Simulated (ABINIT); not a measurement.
**Geometry relaxation of Ca (part 1 of 2)**

System: Ca (Fm-3m, 1 atom in the cell).
Method: Kohn-Sham DFT of a periodic cell, PBE with D3(BJ), SPMS NC PBE v1.0, no spin polarisation (ABINIT 10.8.3).

The structure derives from an entry of the Crystallography Open Database.

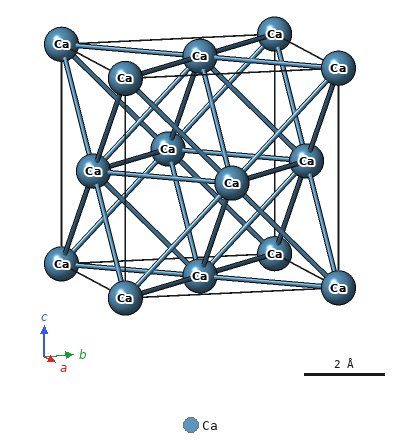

**Figure 1.** The input geometry (ball-and-stick view of the cell 4 times as large as that of the calculation, set on its symmetry axes, seen slightly off an axis). Near neighbours in the crystal (not all of them lie inside the picture): Ca has 12 Ca at 3.95 Å.

**Input**
```
pp_dirpath "./"
pseudos "20_Ca_10_2.3_2.7_pbe_n_v1.0.psp8"

acell 3.951595536 3.951595536 3.951595536 Angstrom
rprim
     0.0000000000     0.7071067812     0.7071067812
     0.7071067812     0.0000000000     0.7071067812
     0.7071067812     0.7071067812     0.0000000000
ntypat 1
znucl 20
natom 1
typat 1
chkprim 0
chksymtnons 0
tolsym 1.0e-6
xred
            0.0            0.0            0.0

ecut 18.0
ecutsm 0.5

kptopt 1
ngkpt 6 6 6
nshiftk 1
shiftk 0.0 0.0 0.0

ixc 11
vdw_xc 7

nband 9
occopt 3
tsmear 0.00183747

nstep 80
tolvrs 1.0e-12

iomode 3
prteig 0
prtebands 0
prtwf 0
prtden 0

ionmov 2
optcell 2
ntime 50
tolmxf 2.0e-5
dilatmx 1.08
```

Launched with:
```bash
abinit run.abi > log 2>&1
```

**Log**
```
.Version 10.8.3 of ABINIT
 Symmetries : space group Fm -3 m (#225); Bravais cF (face-center cubic)
================================================================================
 Values of the parameters that define the memory need of the present run
     intxc =       0    ionmov =       2      iscf =       7    lmnmax =       6
     lnmax =       6     mgfft =      32  mpssoang =       3    mqgrid =    3001
     natom =       1  nloc_mem =       1    nspden =       1   nspinor =       1
    nsppol =       1      nsym =      48    n1xccc =    2501    ntypat =       1
    occopt =       3   xclevel =       2
       mpw =        1360          nfft =       32768          nkpt =          16
================================================================================
================================================================================

--------------------------------------------------------------------------------
------------- Echo of variables that govern the present computation ------------
--------------------------------------------------------------------------------
 -outvars: echo values of preprocessed input variables --------
            acell      7.4674333234E+00  7.4674333234E+00  7.4674333234E+00 Bohr
              amu      4.00780000E+01
          chkprim           0
      chksymtnons           0
          dilatmx      1.08000000E+00
             ecut      1.80000000E+01 Hartree
           ecutsm      5.00000000E-01 Hartree
           ionmov           2
              ixc          11
         kptrlatt        6    0    0      0    6    0      0    0    6
          kptrlen      4.48045999E+01
            natom           1
            nband           9
            ngfft          32      32      32
             nkpt          16
            nstep          80
             nsym          48
            ntime          50
           ntypat           1
           occopt           3
          optcell           2
           prtden           0
        prtebands           0
           prteig           0
            prtwf           0
            rprim      0.0000000000E+00  7.0710678120E-01  7.0710678120E-01
                       7.0710678120E-01  0.0000000000E+00  7.0710678120E-01
                       7.0710678120E-01  7.0710678120E-01  0.0000000000E+00
          spgroup         225
           tolmxf      2.00000000E-05
           tolsym      1.00000000E-06
           tolvrs      1.00000000E-12
           tsmear      1.83747000E-03 Hartree
            typat      1
           vdw_xc           7
            znucl       20.00000

================================================================================

 chkinp: Checking input parameters for consistency.

================================================================================
== DATASET  1 ==================================================================

--- !DatasetInfo
iteration_state: {dtset: 1, }
dimensions: {natom: 1, nkpt: 16, mband: 9, nsppol: 1, nspinor: 1, nspden: 1, mpw: 1360, }
cutoff_energies: {ecut:  18.0, pawecutdg:  -1.0, }
electrons: {nelect:   1.00000000E+01, charge:   0.00000000E+00, occopt:   3.00000000E+00, tsmear:   1.83747000E-03, }
meta: {optdriver: 0, ionmov: 2, optcell: 2, iscf: 7, paral_kgb: 0, }
...

 Exchange-correlation functional for the present dataset will be:
  GGA: Perdew-Burke-Ernzerhof functional - ixc=11
  J.P.Perdew, K.Burke, M.Ernzerhof, PRL 77, 3865 (1996)

 Real(R)+Recip(G) space primitive vectors, cartesian coordinates (Bohr,Bohr^-1):
 R(1)=  0.0000000  5.2802727  5.2802727  G(1)= -0.0946921  0.0946921  0.0946921
 R(2)=  5.2802727  0.0000000  5.2802727  G(2)=  0.0946921 -0.0946921  0.0946921
 R(3)=  5.2802727  5.2802727  0.0000000  G(3)=  0.0946921  0.0946921 -0.0946921
 Unit cell volume ucvol=  2.9444153E+02 bohr^3
 Angles (23,13,12)=  6.00000000E+01  6.00000000E+01  6.00000000E+01 degrees

 getcut: wavevector=  0.0000  0.0000  0.0000  ngfft=  32  32  32
         ecut(hartree)=     20.995   => boxcut(ratio)=   2.07756

--- Pseudopotential description ------------------------------------------------
- pspini: atom type   1  psp file is ./20_Ca_10_2.3_2.7_pbe_n_v1.0.psp8
  20.00000  10.00000    220129                znucl, zion, pspdat
    8   11    2    4       400   0.00000      pspcod,pspxc,lmax,lloc,mmax,r2well
    3.99000000000000    6.00000000000000    0.00000000000000   rchrg,fchrg,qchrg
     nproj     2     2     2
     extension_switch     1

   2.17532738E+02                                ecore*ucvol(ha*bohr**3)
--------------------------------------------------------------------------------

================================================================================

=== [ionmov= 2] Broyden-Fletcher-Goldfarb-Shanno method (forces)
================================================================================

--- Iteration: ( 1/50) Internal Cycle: (1/1)
--------------------------------------------------------------------------------

---SELF-CONSISTENT-FIELD CONVERGENCE--------------------------------------------

--- !BeginCycle
iteration_state: {dtset: 1, itime: 1, icycle: 1, }
solver: {iscf: 7, nstep: 80, nline: 4, wfoptalg: 0, }
tolerances: {tolvrs: 1.00E-12, }
...

     iter   Etot(hartree)      deltaE(h)  residm     vres2
 ETOT  1  -38.794759070371    -3.879E+01 5.036E-02 3.139E+01
 ETOT  2  -38.809133610104    -1.437E-02 3.549E-03 8.133E-01
 ETOT  3  -38.809484593905    -3.510E-04 6.440E-04 1.169E-01
 ETOT  4  -38.809501916838    -1.732E-05 8.172E-04 1.499E-03
 ETOT  5  -38.809502210714    -2.939E-07 2.154E-04 3.658E-05
 ETOT  6  -38.809502220732    -1.002E-08 4.552E-04 4.774E-07
 ETOT  7  -38.809502220855    -1.233E-10 8.994E-05 3.300E-09
 ETOT  8  -38.809502220856    -9.237E-13 1.621E-04 2.414E-11
 ETOT  9  -38.809502220855     1.251E-12 3.579E-05 4.644E-13

 At SCF step    9       vres2   =  4.64E-13 < tolvrs=  1.00E-12 =>converged.

 Cartesian components of stress tensor (hartree/bohr^3)
  sigma(1 1)=  4.93371174E-05  sigma(3 2)=  0.00000000E+00
  sigma(2 2)=  4.93371174E-05  sigma(3 1)=  0.00000000E+00
  sigma(3 3)=  4.93371174E-05  sigma(2 1)=  0.00000000E+00

--- !ResultsGS
iteration_state: {dtset: 1, itime: 1, icycle: 1, }
comment   : Summary of ground state results
lattice_vectors:
- [  0.0000000,   5.2802727,   5.2802727, ]
- [  5.2802727,   0.0000000,   5.2802727, ]
- [  5.2802727,   5.2802727,   0.0000000, ]
lattice_lengths: [   7.46743,    7.46743,    7.46743, ]
lattice_angles: [ 60.000,  60.000,  60.000, ] # degrees, (23, 13, 12)
lattice_volume:   2.9444153E+02
convergence: {deltae:  1.251E-12, res2:  4.644E-13, residm:  3.579E-05, diffor: null, }
etotal    :  -3.88095022E+01
entropy   :   0.00000000E+00
fermie    :   1.03396480E-01
cartesian_stress_tensor: # hartree/bohr^3
- [  4.93371174E-05,   0.00000000E+00,   0.00000000E+00, ]
- [  0.00000000E+00,   4.93371174E-05,   0.00000000E+00, ]
- [  0.00000000E+00,   0.00000000E+00,   4.93371174E-05, ]
pressure_GPa:  -1.4515E+00
xred      :
- [  0.0000E+00,   0.0000E+00,   0.0000E+00, Ca]
cartesian_forces: # hartree/bohr
- [ -0.00000000E+00,  -0.00000000E+00,  -0.00000000E+00, ]
force_length_stats: {min:   0.00000000E+00, max:   0.00000000E+00, mean:   0.00000000E+00, }
...

 Integrated electronic density in atomic spheres:
 ------------------------------------------------
 Atom  Sphere_radius  Integrated_density
    1        2.00000          7.56902474

---OUTPUT-----------------------------------------------------------------------

 Cartesian coordinates (xcart) [bohr]
  0.00000000000000E+00  0.00000000000000E+00  0.00000000000000E+00
 Reduced coordinates (xred)
  0.00000000000000E+00  0.00000000000000E+00  0.00000000000000E+00
 Cartesian forces (fcart) [Ha/bohr]; max,rms= 0.00000E+00 0.00000E+00 (free atoms)
 -0.00000000000000E+00 -0.00000000000000E+00 -0.00000000000000E+00
 Gradient of E wrt nuclear positions in reduced coordinates (gred)
  0.00000000000000E+00  0.00000000000000E+00  0.00000000000000E+00
 Scale of Primitive Cell (acell) [bohr]
  7.46743332339977E+00  7.46743332339977E+00  7.46743332339977E+00
 Real space primitive translations (rprimd) [bohr]
  0.00000000000000E+00  5.28027274113483E+00  5.28027274113483E+00
  5.28027274113483E+00  0.00000000000000E+00  5.28027274113483E+00
  5.28027274113483E+00  5.28027274113483E+00  0.00000000000000E+00
 Unitary Cell Volume (ucvol) [Bohr^3]=  2.94441527875363E+02
 Angles (23,13,12)= [degrees]
  6.00000000000000E+01  6.00000000000000E+01  6.00000000000000E+01
 Lengths [Bohr]
  7.46743332354183E+00  7.46743332354183E+00  7.46743332354183E+00
 Stress tensor in cartesian coordinates (strten) [Ha/bohr^3]
  4.93371173837191E-05  0.00000000000000E+00  0.00000000000000E+00
  0.00000000000000E+00  4.93371173837191E-05  0.00000000000000E+00
  0.00000000000000E+00  0.00000000000000E+00  4.93371173837191E-05
 Total energy (etotal) [Ha]= -3.88095022208552E+01

--- Iteration: ( 2/50) Internal Cycle: (1/1)
--------------------------------------------------------------------------------

---SELF-CONSISTENT-FIELD CONVERGENCE--------------------------------------------

--- !BeginCycle
iteration_state: {dtset: 1, itime: 2, icycle: 1, }
solver: {iscf: 7, nstep: 80, nline: 4, wfoptalg: 0, }
tolerances: {tolvrs: 1.00E-12, }
...

     iter   Etot(hartree)      deltaE(h)  residm     vres2
 ETOT  1  -38.809477082660    -3.881E+01 3.056E-05 4.375E-01
 ETOT  2  -38.809562816612    -8.573E-05 2.482E-05 7.498E-03
 ETOT  3  -38.809565032176    -2.216E-06 2.505E-05 1.784E-03
 ETOT  4  -38.809565340940    -3.088E-07 1.748E-05 1.881E-05
 ETOT  5  -38.809565345751    -4.810E-09 1.767E-05 7.821E-07
 ETOT  6  -38.809565345947    -1.967E-10 1.240E-05 1.779E-08
 ETOT  7  -38.809565345952    -4.690E-12 1.246E-05 3.037E-10
 ETOT  8  -38.809565345952     4.832E-13 8.714E-06 5.892E-12
 ETOT  9  -38.809565345952    -6.892E-13 8.700E-06 2.221E-15

 At SCF step    9       vres2   =  2.22E-15 < tolvrs=  1.00E-12 =>converged.

 Cartesian components of stress tensor (hartree/bohr^3)
  sigma(1 1)=  4.73369973E-05  sigma(3 2)=  0.00000000E+00
  sigma(2 2)=  4.73369973E-05  sigma(3 1)=  0.00000000E+00
  sigma(3 3)=  4.73369973E-05  sigma(2 1)=  0.00000000E+00

--- !ResultsGS
iteration_state: {dtset: 1, itime: 2, icycle: 1, }
comment   : Summary of ground state results
lattice_vectors:
- [  0.0000000,   5.2724573,   5.2724573, ]
- [  5.2724573,   0.0000000,   5.2724573, ]
- [  5.2724573,   5.2724573,   0.0000000, ]
lattice_lengths: [   7.45638,    7.45638,    7.45638, ]
lattice_angles: [ 60.000,  60.000,  60.000, ] # degrees, (23, 13, 12)
lattice_volume:   2.9313604E+02
convergence: {deltae: -6.892E-13, res2:  2.221E-15, residm:  8.700E-06, diffor: null, }
etotal    :  -3.88095653E+01
entropy   :   0.00000000E+00
fermie    :   1.04180454E-01
cartesian_stress_tensor: # hartree/bohr^3
- [  4.73369973E-05,   0.00000000E+00,   0.00000000E+00, ]
- [  0.00000000E+00,   4.73369973E-05,   0.00000000E+00, ]
- [  0.00000000E+00,   0.00000000E+00,   4.73369973E-05, ]
pressure_GPa:  -1.3927E+00
xred      :
- [  0.0000E+00,   0.0000E+00,   0.0000E+00, Ca]
cartesian_forces: # hartree/bohr
- [ -0.00000000E+00,  -0.00000000E+00,  -0.00000000E+00, ]
force_length_stats: {min:   0.00000000E+00, max:   0.00000000E+00, mean:   0.00000000E+00, }
...

 Integrated electronic density in atomic spheres:
 ------------------------------------------------
 Atom  Sphere_radius  Integrated_density
    1        2.00000          7.56425548

---OUTPUT-----------------------------------------------------------------------

 Cartesian coordinates (xcart) [bohr]
  0.00000000000000E+00  0.00000000000000E+00  0.00000000000000E+00
 Reduced coordinates (xred)
  0.00000000000000E+00  0.00000000000000E+00  0.00000000000000E+00
 Cartesian forces (fcart) [Ha/bohr]; max,rms= 0.00000E+00 0.00000E+00 (free atoms)
 -0.00000000000000E+00 -0.00000000000000E+00 -0.00000000000000E+00
 Gradient of E wrt nuclear positions in reduced coordinates (gred)
  0.00000000000000E+00  0.00000000000000E+00  0.00000000000000E+00
 Scale of Primitive Cell (acell) [bohr]
  7.45638067450867E+00  7.45638067450867E+00  7.45638067450867E+00
 Real space primitive translations (rprimd) [bohr]
  0.00000000000000E+00  5.27245733805341E+00  5.27245733805341E+00
  5.27245733805341E+00  0.00000000000000E+00  5.27245733805341E+00
  5.27245733805341E+00  5.27245733805341E+00  0.00000000000000E+00
 Unitary Cell Volume (ucvol) [Bohr^3]=  2.93136041391514E+02
 Angles (23,13,12)= [degrees]
  6.00000000000000E+01  6.00000000000000E+01  6.00000000000000E+01
 Lengths [Bohr]
  7.45638067450867E+00  7.45638067450867E+00  7.45638067450867E+00
 Stress tensor in cartesian coordinates (strten) [Ha/bohr^3]
  4.73369972985066E-05  0.00000000000000E+00  0.00000000000000E+00
  0.00000000000000E+00  4.73369972985075E-05  0.00000000000000E+00
  0.00000000000000E+00  0.00000000000000E+00  4.73369972985053E-05
 Total energy (etotal) [Ha]= -3.88095653459523E+01

 Difference of energy with previous step (new-old):
           Absolute (Ha)=-6.31251E-05
           Relative     =-1.62654E-06

--- Iteration: ( 3/50) Internal Cycle: (1/1)
--------------------------------------------------------------------------------

---SELF-CONSISTENT-FIELD CONVERGENCE--------------------------------------------

--- !BeginCycle
iteration_state: {dtset: 1, itime: 3, icycle: 1, }
solver: {iscf: 7, nstep: 80, nline: 4, wfoptalg: 0, }
tolerances: {tolvrs: 1.00E-12, }
...
```
